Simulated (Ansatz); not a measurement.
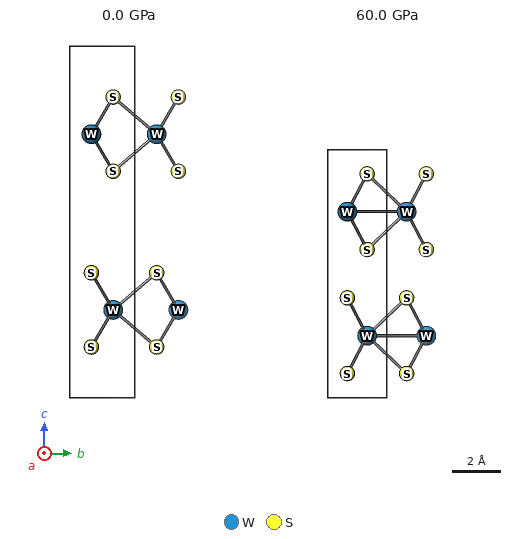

Crystalline WS₂ (set up in P6_3/mmc), relaxed (cell and atoms) at several target pressures. The picture shows the first and the last member. A ball-and-stick model of the cell of the calculation, repeated 1 × 2 × 1 with one cell outlined, seen along the a axis.

Computed with Ansatz 0.2.0: DFT PBE, scalar-relativistic, plane waves, PAW. Settings: plane-wave cutoff 420 eV; k-point mesh 12 × 12 × 2 at 0.0 and 3.0, 12 × 12 × 4 at 8.0 to 60.0 GPa; occupations gaussian; smearing width 0.1 eV; no spin polarisation; cell and atoms relaxed; force threshold 0.008 eV/Å.

```json
{"pressure (GPa)": "0.0", "volume (Å³/atom)": "21.812", "a (Å)": "3.188", "c (Å)": "14.871"}
{"pressure (GPa)": "3.0", "volume (Å³/atom)": "17.889", "a (Å)": "3.163", "c (Å)": "12.391"}
{"pressure (GPa)": "8.0", "volume (Å³/atom)": "16.593", "a (Å)": "3.126", "c (Å)": "11.766"}
{"pressure (GPa)": "15.0", "volume (Å³/atom)": "15.591", "a (Å)": "3.083", "c (Å)": "11.367"}
{"pressure (GPa)": "30.0", "volume (Å³/atom)": "?", "a (Å)": "?", "c (Å)": "?"}
{"pressure (GPa)": "60.0", "volume (Å³/atom)": "12.679", "a (Å)": "2.893", "c (Å)": "10.498"}
```

> One row is withheld. What does the calculation give there?

Murnaghan's form V = V₀(1 + B′P/B₀)^(−1/B′), with V₀ = 21.812 Å³ from the row at zero pressure, fits the other rows with B₀ = 7.4 GPa and B′ = 7.99 (largest miss 0.316 Å³). At 30.0 GPa it gives 21.812 × (1 + 7.99 × 30.0/7.4)^(−1/7.99) = 14.061 Å³ per atom. One smooth curve fits the rows poorly, so the structure changes its way of compressing along the series. The calculation gives 14.265 Å³/atom (a = 3.006 Å, c = 10.936 Å). The estimate is 0.204 Å³/atom too low. From the first member to the last: S–S 4.671 → 2.643 Å, W–W 3.188 → 2.893 Å, S–W 2.420 → 2.313 Å.

The whole series:

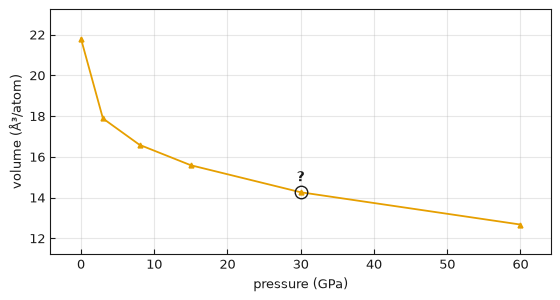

Each member starts from this one structure; whether another phase lies lower wasn't checked.

Limits of the set-up: layers or molecules are held without a dispersion correction, so their spacing is unreliable.
